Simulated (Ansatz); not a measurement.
# One crystal, many levels of theory: BaTiO3 (R3m), part 2 of 2

What gap does each level of theory give for BaTiO3 (R3m), and in what time?

Ansatz 0.2.0; density functionals, hybrids and G0W0, plane waves, PAW. Known limits of the many-body steps: finite bands, screening cutoff and k mesh; no spin-orbit coupling in G0W0.

So far. Step 5 (HSE06 on the 4×4×4 mesh): Over mesh and listed points the gap is 3.885 eV, from k = (0.500, 0.500, 0.500) to k = Γ. The least direct gap found is 4.215 eV, at k = (0.050, -0.050, 0.000). HSE06 against LDA: 3.885 − 2.350 = +1.535 eV. The runs also differ in mesh (6×6×6 and 4×4×4), so how much of this comes from the functional alone is not known. Step 6 (PBE0 on the 4×4×4 mesh): Over mesh and listed points the gap is 4.639 eV, from k = (0.500, 0.500, 0.500) to k = Γ.

In doubt: masses and optical values from hybrid runs of this build are listed as unsure (step 8), which bears on the screening that GW takes from such a start.

## Step 7: G0W0@r2SCAN, 4×4×4 mesh, 508 empty bands, screening to 230 eV

G0W0 replaces the xc potential by a self-energy built once from the orbitals of the start. Levels are corrected in the window of bands that the input names, at points of the mesh.

This step: G0W0 on r2SCAN, plane waves, PAW.

Contents of input.yaml:

```yaml
crystal:
  lattice:
    - [2.8273666084, 1.6323808724, 2.3183934932]
    - [-2.8273666084, 1.6323808724, 2.3183934932]
    - [0.0, -3.2647617449, 2.3183934932]
  atoms:
    - { symbol: Ba, position: [0.0, 0.0, 0.0] }
    - { symbol: Ti, position: [0.4845, 0.4845, 0.4845] }
    - { symbol: O, position: [0.5086, 0.5086, 0.0175] }
    - { symbol: O, position: [0.0175, 0.5086, 0.5086] }
    - { symbol: O, position: [0.5086, 0.0175, 0.5086] }
kpoints:
  mp_grid: { grid: [4, 4, 4] }
hamiltonian:
  xc: r2scan
scf:
  occupations: { method: fixed }
gw:
  n_empty_bands: 508
  ecut_chi: 230.0
  qp_bands: [v2, c2]
  qp_kpoints: band_edges
  screening: { model: contour_deformation }
```

On the command line:

```bash
$ ansatz run input.yaml --threads 3 --pin off --max-ram 92160MiB --backend cuda --events-out ev --progress --plain --runs-dir out --devices 1 --max-vram 13GiB  # rebuilt from the run's record
```

Numbers of over 12 decimals in the logs are rounded to 6 here.

The log of the run:

```text
GPUs: using 1 of 1 available (devices: 1).
[...]
GPU FFT provider: cuFFT
GPU libraries: cuBLAS 13.8.2, cuFFT 12.4.0, cuSOLVER 12.3.4
Crystal: 5 atoms, lattice volume = 64.201 Å³
Basis set: ecut = 500 eV, 1647 PW (Γ), exchange–correlation on 120×120×120 points (64 copies of the dense FFT grid, shifted against one another)
Bands: 25, of which v1, the nominal top of the filled ones, is band 20 counted from 1 (19 counted from 0)
[...]
1    22     13.3851   -13.8425    -6.5886   -21.4142  0.7310    14.3861    14.3682  root
[...]
12    19      9.9033   -25.8945     4.3126   -21.2240  0.7325     9.5432     9.5454  root
    12    20      9.9174   -25.9199     4.3227   -21.2390  0.7326     9.5570     9.5592  root
    12    21     14.6501   -14.5100    -7.6004   -23.1315  0.6951    15.7005    15.6712  root
    12    22     14.8061   -14.5936    -7.6762   -23.2968  0.6924    15.8636    15.8331  root
[key lines of the parts left out:]
SCF converged after 7 iterations
Free energy (F): -10183.827721 eV
Fermi energy:    9.917450 eV
```

Wall time 45 s (1 × NVIDIA H100 80GB HBM3 (shared by 6 runs) with 3 threads of AMD EPYC 7R13 (Zen 3), shared host); peak memory 1.9 GiB; 90 s of CPU time.

Numbers from this step:

```yaml
bands_summed: 528
rpa_eps_infinity_on_this_mesh_eigenvalues: 4.731, 5.123, 5.123
plane_waves_in_the_screening_matrix: 485
g0w0_gap_over_the_corrected_points: 4.087 eV
k_of_the_valence_top: -0.5, -0.5, -0.5
k_of_the_conduction_bottom: 0, 0, 0
starting_gap_on_the_mesh: 2.797 eV
z_at_the_valence_top: 0.7326
z_at_the_conduction_bottom: 0.7472
least_direct_g0w0_gap_over_the_corrected_points: 4.470 eV
```

Over 11 of 13 irreducible mesh points the G0W0 gap is 4.087 eV, from k = (-0.500, -0.500, -0.500) to k = Γ. The r2SCAN gap of this run on the mesh is 2.797 eV. The two states that bound the G0W0 gap lie that far apart at the start, so the correction of the gap is 4.087 − 2.797 = +1.290 eV.

## Step 8: G0W0@HSE06, 4×4×4 mesh, 508 empty bands, screening to 230 eV

This step: G0W0 on HSE06, plane waves, PAW.

Edit input.yaml of step 7 so:

```diff
@@ -14,3 +14,3 @@
 hamiltonian:
-  xc: r2scan
+  xc: hse06
 scf:
```

The log of the run:

```text
GPUs: using 1 of 1 available (devices: 1).
[...]
GPU FFT provider: cuFFT
GPU libraries: cuBLAS 13.8.2, cuFFT 12.4.0, cuSOLVER 12.3.4
Crystal: 5 atoms, lattice volume = 64.201 Å³
Basis set: ecut = 420 eV, 1237 PW (Γ)
Bands: 25, of which v1, the nominal top of the filled ones, is band 20 counted from 1 (19 counted from 0)
Symmetry: 6 space group operations
[...]
k-points: 13 of 64 (time reversal used)
[...]
1    21     13.1847   -12.4942    -6.0065   -19.0123  0.7770    13.6992    13.6963  root
     1    22     13.8429   -13.2757    -6.2058   -20.0033  0.7650    14.3681    14.3647  root
[...]
12    19      9.1921   -25.8974     4.0104   -21.8757  0.7628     9.1809     9.1809  root
    12    20      9.2057   -25.9219     4.0198   -21.8912  0.7628     9.1948     9.1948  root
    12    21     15.3050   -14.0906    -7.0837   -21.6501  0.7327    15.7848    15.7809  root
    12    22     15.4744   -14.2070    -7.1608   -21.8458  0.7299    15.9564    15.9523  root
[key lines of the parts left out:]
Free energy (F): -10163.503441 eV
Fermi energy:    9.205702 eV
```

The job ended after 54 s (1 × NVIDIA H100 80GB HBM3 (shared by 6 runs) with 3 threads; peak memory 2 GiB; 65 s of CPU time).

This step gave:

```
bands summed                                    : 528
RPA ε∞ on this mesh (eigenvalues)               : 4.085, 4.373, 4.373
plane waves in the screening matrix             : 485
G0W0 gap over the corrected points              : 4.406 eV
k of the valence top                            : -0.5, -0.5, -0.5
k of the conduction bottom                      : 0, 0, 0
starting gap on the mesh                        : 3.885 eV
Z at the valence top                            : 0.7628
Z at the conduction bottom                      : 0.7796
least direct G0W0 gap over the corrected points : 4.809 eV
```

Over 7 of 13 irreducible mesh points the G0W0 gap is 4.406 eV, from k = (-0.500, -0.500, -0.500) to k = Γ. The HSE06 gap of this run on the mesh is 3.885 eV. The two states that bound the G0W0 gap lie that far apart at the start, so the correction of the gap is 4.406 − 3.885 = +0.521 eV. G0W0@HSE06 against G0W0@r2SCAN with 528 bands: 4.406 − 4.087 = +0.319 eV. The runs also differ in plane-wave cutoff (500 eV and 420 eV), so how much of this comes from the start alone is not known.

## Step 9: G0W0@LDA, 4×4×4 mesh, 508 empty bands, screening to 230 eV

This step: G0W0 on LDA, plane waves, PAW.

Edit input.yaml of step 8 so:

```diff
@@ -14,3 +14,3 @@
 hamiltonian:
-  xc: hse06
+  xc: lda
 scf:
```

The log of the run:

```text
GPUs: using 1 of 1 available (devices: 1).
[...]
GPU FFT provider: cuFFT
GPU libraries: cuBLAS 13.8.2, cuFFT 12.4.0, cuSOLVER 12.3.4
Crystal: 5 atoms, lattice volume = 64.201 Å³
Basis set: ecut = 420 eV, 1237 PW (Γ)
Bands: 25, of which v1, the nominal top of the filled ones, is band 20 counted from 1 (19 counted from 0)
Symmetry: 6 space group operations
[...]
k-points: 13 of 64 (time reversal used)
[...]
1    22     12.9147   -13.9860    -6.6650   -21.9509  0.7220    14.2510    14.2146  root
[...]
12    19      9.8357   -25.7388     4.3593   -20.8838  0.7185     9.3354     9.3400  root
    12    20      9.8508   -25.7633     4.3697   -20.8964  0.7186     9.3489     9.3536  root
    12    21     14.2038   -14.6110    -7.8162   -23.7272  0.6833    15.5621    15.5039  root
    12    22     14.3527   -14.7085    -7.9096   -23.9231  0.6799    15.7181    15.6577  root
[key lines of the parts left out:]
SCF converged after 8 iterations
Free energy (F): -9904.446893 eV
Fermi energy:    9.850818 eV
```

Elapsed: 36 s, on 1 × NVIDIA H100 80GB HBM3 (shared by 6 runs) with 3 threads; peak memory 1.7 GiB.

This step gave:

* bands summed: 528
* RPA ε∞ on this mesh (eigenvalues): 5.379, 5.847, 5.847
* plane waves in the screening matrix: 485
* G0W0 gap over the corrected points: 4.145 eV
* k of the valence top: -0.5, -0.5, -0.5
* k of the conduction bottom: 0, 0, 0
* starting gap on the mesh: 2.350 eV
* Z at the valence top: 0.7186
* Z at the conduction bottom: 0.7398
* least direct G0W0 gap over the corrected points: 4.471 eV

Over 9 of 13 irreducible mesh points the G0W0 gap is 4.145 eV, from k = (-0.500, -0.500, -0.500) to k = Γ. The LDA gap of this run on the mesh is 2.350 eV. The two states that bound the G0W0 gap lie that far apart at the start, so the correction of the gap is 4.145 − 2.350 = +1.795 eV. G0W0@LDA against G0W0@HSE06 with 528 bands: 4.145 − 4.406 = −0.261 eV, with the same mesh, files and cutoffs, and both edges at the same k points.

## Step 10: All levels together

Each gap is the least one over the points named; times are wall times on shared hosts, not benchmarks. A G0W0 time includes the run's own self-consistent start. Runs with listed points see these and the mesh alone, so an edge that moves elsewhere is missed. Rows marked * are further runs, not shown as steps, whose inputs differ from the G0W0 step on the same start in the columns given; solver thresholds can differ too. Symmetry makes (0.500, 0.500, 0.500) and (-0.500, -0.500, -0.500) one point.

```csv
level,mesh,"files, cutoff","bands summed, screening",points,gap (eV),valence top,conduction bottom,least direct gap (eV),time
LDA,6×6×6,"soft_2 PAW, 420 eV",-,mesh and listed points,2.350,"(0.500, 0.500, 0.500)",Γ,2.686,9.1 s
r2SCAN,6×6×6,"soft_2 PAW, 500 eV",-,mesh and path,2.799,"(0.500, 0.500, 0.500)",Γ,3.138,9.2 s
r2SCAN+SOC,6×6×6,"soft_2 PAW, 500 eV",-,mesh and listed points,2.788,"(0.503, 0.497, 0.500)",Γ,3.086,7.4 s
HSE06,4×4×4,"soft_2 PAW, 420 eV",-,mesh and listed points,3.885,"(0.500, 0.500, 0.500)",Γ,4.215,18 s
PBE0,4×4×4,"soft_2 PAW, 420 eV",-,mesh and listed points,4.639,"(0.500, 0.500, 0.500)",Γ,4.952,20 s
G0W0@r2SCAN*,4×4×4,"soft_2 PAW, 500 eV","103, 69 eV",11 of 13 irreducible mesh points,4.112,"(-0.500, -0.500, -0.500)",Γ,4.455,14 s
G0W0@r2SCAN*,4×4×4,"soft_2 PAW, 500 eV","256, 138 eV",11 of 13 irreducible mesh points,4.031,"(-0.500, -0.500, -0.500)",Γ,4.405,14 s
G0W0@r2SCAN,4×4×4,"soft_2 PAW, 500 eV","528, 230 eV",11 of 13 irreducible mesh points,4.087,"(-0.500, -0.500, -0.500)",Γ,4.470,45 s
G0W0@HSE06,4×4×4,"soft_2 PAW, 420 eV","528, 230 eV",7 of 13 irreducible mesh points,4.406,"(-0.500, -0.500, -0.500)",Γ,4.809,54 s
G0W0@LDA,4×4×4,"soft_2 PAW, 420 eV","528, 230 eV",9 of 13 irreducible mesh points,4.145,"(-0.500, -0.500, -0.500)",Γ,4.471,36 s
```

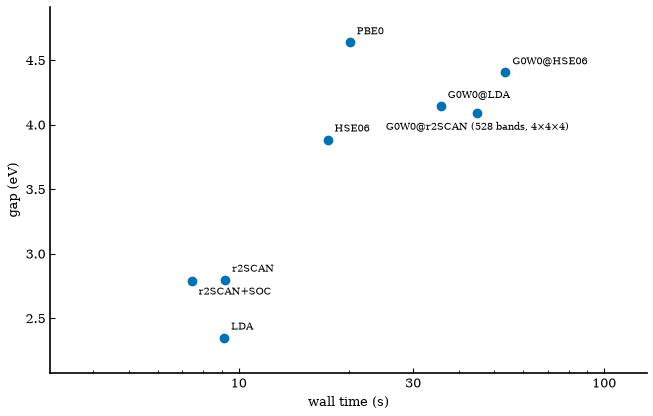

Gap against wall time for the runs shown as steps.

## Step 11: Results

| Item | Value |
| --- | --- |
| LDA, over mesh and listed points | 2.350 eV |
| r2SCAN, over mesh and path | 2.799 eV |
| r2SCAN+SOC, over mesh and listed points | 2.788 eV |
| HSE06, over mesh and listed points | 3.885 eV |
| PBE0, over mesh and listed points | 4.639 eV |
| G0W0@r2SCAN (528 bands, 4×4×4), over 11 of 13 irreducible mesh points | 4.087 eV |
| G0W0@HSE06, over 7 of 13 irreducible mesh points | 4.406 eV |
| G0W0@LDA, over 9 of 13 irreducible mesh points | 4.145 eV |
| known limits | finite bands, screening cutoff and k mesh; no spin-orbit coupling in G0W0 |

**Reading.** The rows run from 2.350 eV (LDA) to 4.639 eV (PBE0). They differ in mesh, plane-wave cutoff, bands and screening cutoff of G0W0 and the points over which the gap was sought as well as in level, so only pairs that share these are like for like. PBE0 against HSE06: 4.639 − 3.885 = +0.754 eV, with the same mesh, files and cutoff, and both edges at the same k points. G0W0@LDA against G0W0@HSE06 with 528 bands: 4.145 − 4.406 = −0.261 eV, with the same mesh, files and cutoffs, and both edges at the same k points. G0W0@r2SCAN (528 bands, 4×4×4) moves the gap of its own start on the mesh by 4.087 − 2.797 = +1.290 eV, between the same two levels. Both edges that r2SCAN shows over mesh and path lie at k points where levels were corrected. Levels at other points were not corrected, so a lower G0W0 gap elsewhere in the zone is not ruled out. G0W0@HSE06 moves the gap of its own start on the mesh by 4.406 − 3.885 = +0.521 eV, between the same two levels. Both edges that HSE06 shows over mesh and listed points lie at k points where levels were corrected. Levels at other points were not corrected, so a lower G0W0 gap elsewhere in the zone is not ruled out. G0W0@LDA moves the gap of its own start on the mesh by 4.145 − 2.350 = +1.795 eV, between the same two levels. Both edges that LDA shows over mesh and listed points lie at k points where levels were corrected. Levels at other points were not corrected, so a lower G0W0 gap elsewhere in the zone is not ruled out. What spin-orbit coupling does to the G0W0 levels was not computed, so no sum with the G0W0 gap is formed. For G0W0@r2SCAN: from 103 bands and 69 eV to 528 bands and 230 eV the gap moves by 4.087 − 4.112 = −0.025 eV (rung by rung 4.112, 4.031, 4.087 eV); bands and screening cutoff rise together, so their parts are not told apart. The gap turns back along the series (4.112, 4.031, 4.087 eV), so no line is drawn and the limit is not known. The other G0W0 rows are shown at one basis each (528 bands), so their distance from the limit is not known here. The G0W0 runs are scalar-relativistic. No pair of G0W0 runs that differ in the mesh alone is shown (4×4×4 is a supercell whose nearest images lie 16 Å apart), so the error from the mesh is not known here. G0W0@r2SCAN runs of this series with other atomic data on the same mesh, not shown as steps, give 4.103 eV (hard PAW, 1050 eV, 773 bands, screening to 299 eV); where bands and cutoffs differ too, the part of the files is not isolated.

[Paths, hosts, dates, memory and timing lines, banners, echoed tables and standing remarks are left out of the program output.]

[Logs are printed without paths, hosts, clocks, repeated set-up lines and the standing remarks that a program may print on its own settings, such as how far it seeks lower states.]

[Runs of the session that timed out or met a known fault of the program may be left out.]

[Cells called generated may have been cut or substituted from an entry of the Crystallography Open Database or the Materials Project.]

[Hosts, paths, dates, database ids (printed as entryN), source tags and the programs' standing remarks are cut or masked in the printed files.]

[Where an RPA ε∞ is given, it is that of the G0W0 mesh and is not shown converged in it. Names of k-points follow the symmetry that the program found, which can be lower than the space group named. Band edges on a path are those of the sampled points; other points can move an edge, and change direct to indirect where valleys lie close.]

[Hybrid gaps are those of their k-mesh and are not shown converged in it.]
